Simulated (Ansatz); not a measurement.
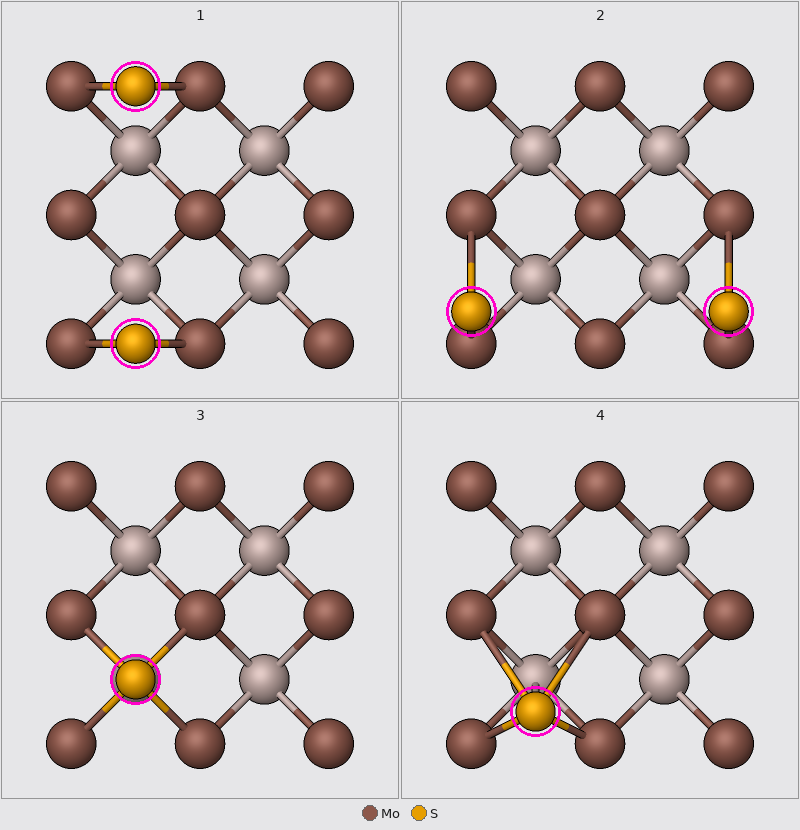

S on a Mo(100) slab cut from the Im-3m phase, its upper half relaxed before the scan (16 atoms of substrate and one adsorbate in a 2 × 2 cell). 
- S is moved over the surface cell; relaxed at each place: the height of the adsorbate's atoms; substrate rigid; the origin of the map has the adsorbate above Mo13.
- Places are given modulo a cell vector. The map is drawn in real space over the plane of the surface.
- Grid: 8 × 8 points; 15 points were computed and 49 follow by symmetry.
- Places are given in fractions of the 1 × 1 surface cell.
- Energies: eV, counted from the lowest grid point.
- Level of theory: DFT PBE, scalar-relativistic, plane waves, PAW (Ansatz). Settings: cutoff 420 eV, k-mesh 4×4×1, gaussian smearing 0.1 eV, no spin polarisation.

The numbered pictures are structures from this grid. Rings mark the moved atoms.

Which is the most stable, and how do the others follow?

3, at a fourfold hollow over a second-layer Mo atom, (4/8, 4/8) of the cell vectors: 0.00 eV; 4, at (4/8, 2/8) of the cell vectors [nearest 2 Mo at 2.36 Å]: 1.08 eV; 1, at a bridge site between two Mo atoms, (4/8, 0/8) of the cell vectors: 1.37 eV; 2, at (0/8, 2/8) of the cell vectors [nearest 1 Mo at 2.20 Å]: 2.02 eV.

The map, with the structures marked:

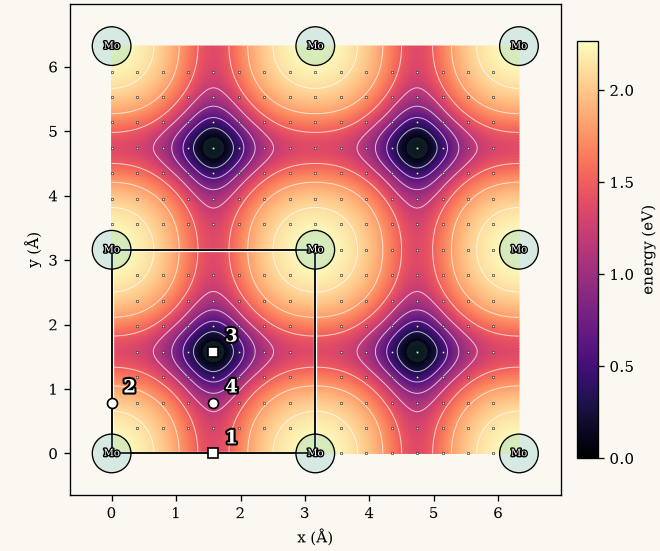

In the figure: a smooth colour map with a few white contour lines, dots at the grid points, labelled circles for the atoms of the top layer and small ones for the second layer, the outline of one cell of the 2 × 2 shown. Between grid points the surface is interpolated.

PAW datasets: the set soft_1.
